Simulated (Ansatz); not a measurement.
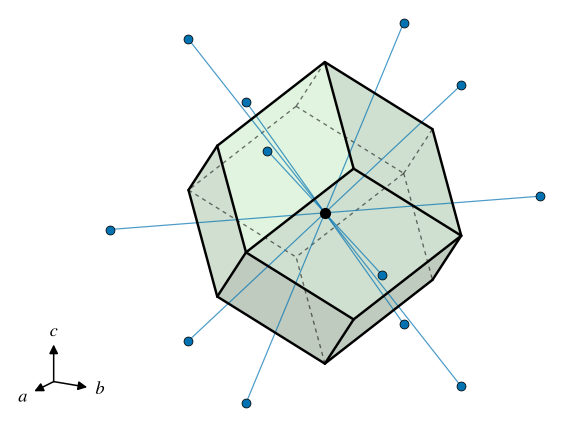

For TiC, the end point of a relaxation with DFT PBE, scalar-relativistic, plane waves, PAW (Ansatz): the Wigner–Seitz cell of the crystal's lattice, with lines to the lattice points that define its faces. Symmetry computed with spglib at a tolerance of 0.002 Å; standard conventional cell.

a = 4.333 Å, b = 4.333 Å, c = 4.333 Å, α = 90.00°, β = 90.00°, γ = 90.00°; lattice centring F.

**Describe the polyhedron.**

A rhombic dodecahedron: 12 faces (12 with 4 edges), 24 edges, 14 vertices. Its volume is that of the primitive cell, 20.3 Å³.

**Which lattice vectors do the faces bisect?**

| example | length (Å) | faces | edges of each | area (Å²) |
| --- | --- | --- | --- | --- |
| 1/2 a + 1/2 b | 3.06 | 12 | 4 | 3.3 |
